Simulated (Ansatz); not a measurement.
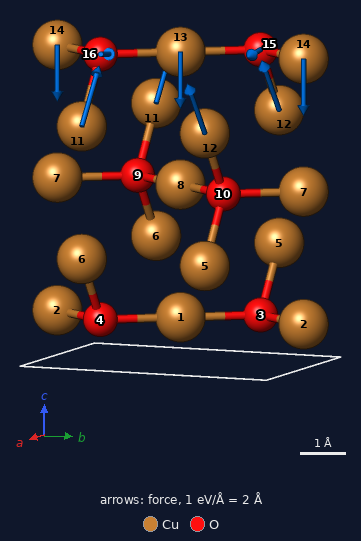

Starting geometry of a slab of composition Cu$_{5}$O$_{3}$ (cut from the Pn-3m phase) with the computed forces as blue arrows. A ball-and-stick model of the cell of the calculation, outlined in the plane, without the vacuum (origin shifted), seen slightly off an axis.

Case: clean slab, lower half held. The slab is the (1 1 0) face of Cu2O. 6 atoms are held fixed.

Computed with DFT PBEsol, scalar-relativistic, plane waves, PAW in Ansatz 0.2.0.

Input
```yaml
crystal:
  lattice:
    - [4.2223527955, 0.0, 0.0]
    - [0.0, 5.9713085886, 0.0]
    - [0.0, 0.0, 22.9713085886]
  atoms:
    - { symbol: Cu, position: [0.25, 0.25, 0.3700268083] }
    - { symbol: Cu, position: [0.25, 0.75, 0.3700268083] }
    - { symbol: O, position: [0.0, 0.5, 0.3700268083] }
    - { symbol: O, position: [0.5, 0.0, 0.3700268083] }
    - { symbol: Cu, position: [0.75, 0.5, 0.4350134042] }
    - { symbol: Cu, position: [0.75, 0.0, 0.4350134042] }
    - { symbol: Cu, position: [0.25, 0.75, 0.5] }
    - { symbol: Cu, position: [0.25, 0.25, 0.5] }
    - { symbol: O, position: [0.0, 0.0, 0.5] }
    - { symbol: O, position: [0.5, 0.5, 0.5] }
    - { symbol: Cu, position: [0.75, 0.0, 0.5649865958] }
    - { symbol: Cu, position: [0.75, 0.5, 0.5649865958] }
    - { symbol: Cu, position: [0.25, 0.25, 0.6299731917] }
    - { symbol: Cu, position: [0.25, 0.75, 0.6299731917] }
    - { symbol: O, position: [0.0, 0.5, 0.6299731917] }
    - { symbol: O, position: [0.5, 0.0, 0.6299731917] }
basis:
  ecutwfc: 420
kpoints:
  mp_grid: { grid: [7, 5, 1] }
hamiltonian:
  xc: pbesol
scf:
  occupations: { method: gaussian, width: 0.05 }
output:
  forces: true
  eigenvalues: true
relax:
  adjacent_minimum: "off"
  f_tol: 0.03
  max_steps: 70
  constraints: [{ sites: [0, 1, 2, 3, 4, 5] }]
efield:
  axis: 3
  dipole_correction: true
  ramp_width: 0.04
```

Run as
```bash
ansatz run input.yaml --threads 4 --pin off --max-ram 10240MiB --backend cpu --events-out ev --progress --plain --runs-dir out
```

> What follows when this structure is relaxed?

It isn't relaxed: the largest force vector, on Cu atoms, is 0.80 eV/Å. The final displacements follow the starting forces only in part (cosine between the two patterns 0.69). Over 3 geometry steps the energy falls by 0.234 eV per cell of the calculation. Largest force component: 0.65 eV/Å at the start, 0.026 eV/Å at the end. The largest moves, 0.28 Å, are those of Cu13 and Cu14. Cu13 goes along the normal (−c). Largest moves by element: Cu 0.28 Å, O 0.11 Å. The lattice vectors keep their values. Among the contacts that change: Cu11–O16 1.828 → 1.794 Å, O10–Cu12 1.828 → 1.844 Å, Cu5–O10 1.828 → 1.822 Å. Among the angles between lasting bonds that change: O15–Cu13–O16 180.0° → 167.0°, Cu11–O16–Cu13 109.5° → 104.0°, Cu13–O16–Cu14 109.5° → 112.7°.
